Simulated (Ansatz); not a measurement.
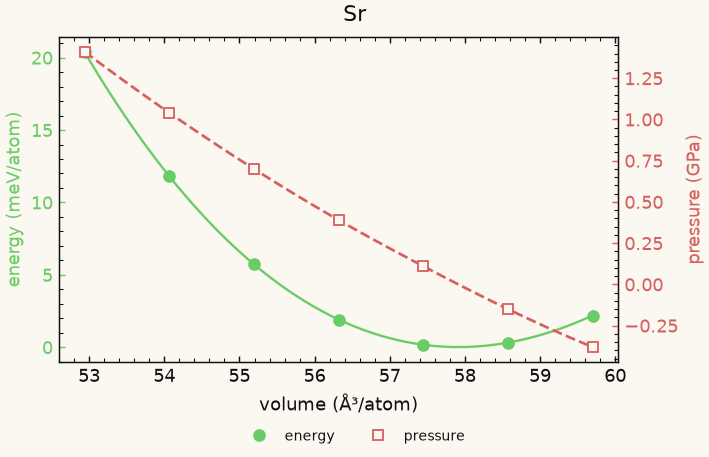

The figure shows the energy and pressure against volume for Sr, space group Fm-3m (No. 225).

Cell as given: a = 4.303 Å, b = 4.303 Å, c = 4.303 Å, α = 60.00°, β = 60.00°, γ = 60.00°; 1 atom.

Calculation (Ansatz 0.2.0): plane-wave DFT, no spin polarisation; energies at scaled volumes of the given cell, shape and fractions fixed, counted from the fit's minimum, third-order Birch-Murnaghan fit. Level: PBE0.

| setting | value |
| --- | --- |
| k mesh | 4×4×4 |
| occupations | Fermi–Dirac |
| smearing width | 0.05 eV |
| potentials | Ansatz PAW |
| wave cutoff | 420 eV |
| density cutoff | 1680 eV |

Question: How stiff is the solid, and where is its volume at rest?

Answer: A third-order Birch–Murnaghan fit gives V0 = 57.91 Å³/atom, B0 = 13.3 GPa and B′ = 3.6.

Question: Read off the course of the pressure.

Answer: It falls from 1.41 GPa at volume 52.94 Å³/atom to −0.38 GPa at 59.70 Å³/atom, and changes sign near 57.9 Å³/atom.

Caveats: coarse k mesh.
